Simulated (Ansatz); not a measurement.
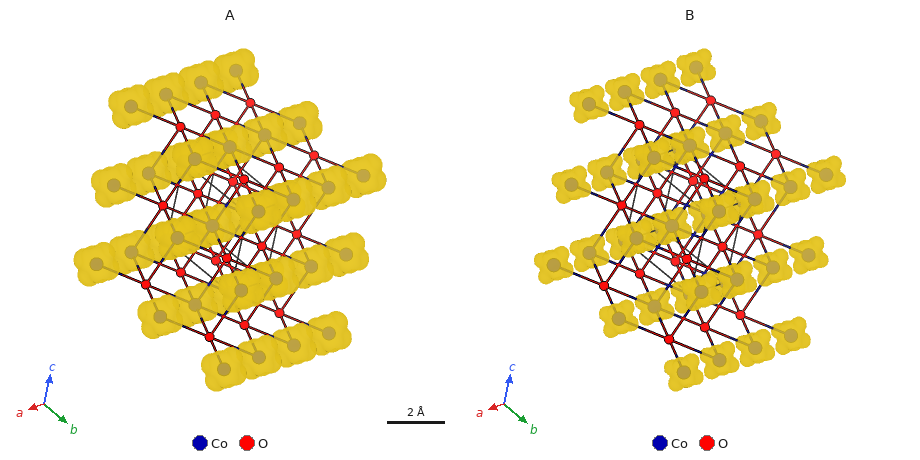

Figure. CoO. Spin density of two self-consistent states of the same cell, at +0.15 (yellow) and −0.15 e/Å³ (cyan).

Space group I4/mmm; computed pressure about −11 GPa in this cell; spin-polarised.

These are results of Kohn-Sham DFT of a periodic cell, PBE, Ansatz PAW (Ansatz 0.2.0), not measurements.

### Describe the two states. Which lies lower in energy?

State A: parallel main moments, as they must be, since the calculation's own cell holds one magnetic site; Co: +1.4 μB in one cell of 2 atoms. State B: parallel main moments, as they must be, since the calculation's own cell holds one magnetic site; Co: +0.5 μB in one cell of 2 atoms. State A lies lower by 109 meV per atom.
